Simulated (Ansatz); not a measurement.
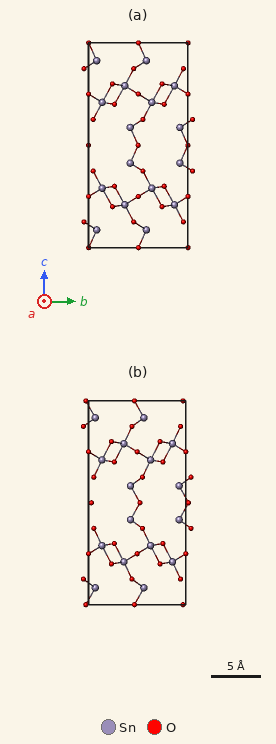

The structure of crystalline Sn₂O₃ (set up in Cmcm) before (top) and after (bottom) a relaxation, at one scale.

The picture is a ball-and-stick view of the conventional cell (2 times the calculation's cell) (origin shifted), seen along the a axis. Lengths and directions refer to the drawn axes.

All numbers below come from DFT PBEsol, scalar-relativistic, plane waves, PAW (Ansatz 0.2.0). (plane-wave cutoff 420 eV; k-point mesh 12 × 12 × 2; occupations gaussian; smearing width 0.1 eV; no spin polarisation; cell and atoms relaxed; force threshold 0.005 eV/Å; at most 80 steps)

### Describe what moved and what it gained.

After 9 accepted moves (11 points after the start) the energy has fallen by 13.5 meV per atom. The largest force component goes from 0.39 to 0.0047 eV/Å. The pressure goes from −4.00 to −0.01 GPa. The SCF was repeated twice at an unchanged geometry on a basis and grid sized afresh for the cell, which shifted the energy by 2.1 meV per atom at most. The largest moves relative to the cell, 0.30 Å, are those of O atoms. Largest moves by element: O 0.30 Å, Sn 0.15 Å. The drawn cell changes as follows: a 3.309 → 3.248 Å (−1.8 %), b 10.204 → 9.977 Å (−2.2 %), c 21.025 → 20.926 Å (−0.5 %); the volume changes by −4.5 %. Near-neighbour distances that change, for instance: O–Sn 2.172 → 2.125 Å, O–Sn 2.260 → 2.217 Å, O–Sn 2.323 → 2.283 Å, O–Sn 1.980 → 1.958 Å. Among the angles between lasting bonds that change: Sn–O–Sn 132.0° → 121.6°. The space group stays Cmcm (No. 63). Cost: 25 min on 4 threads of Intel(R) Xeon(R) Processor @ 2.50GHz (Skylake/Cascade Lake), on a shared host, peak memory 2.7 GiB.
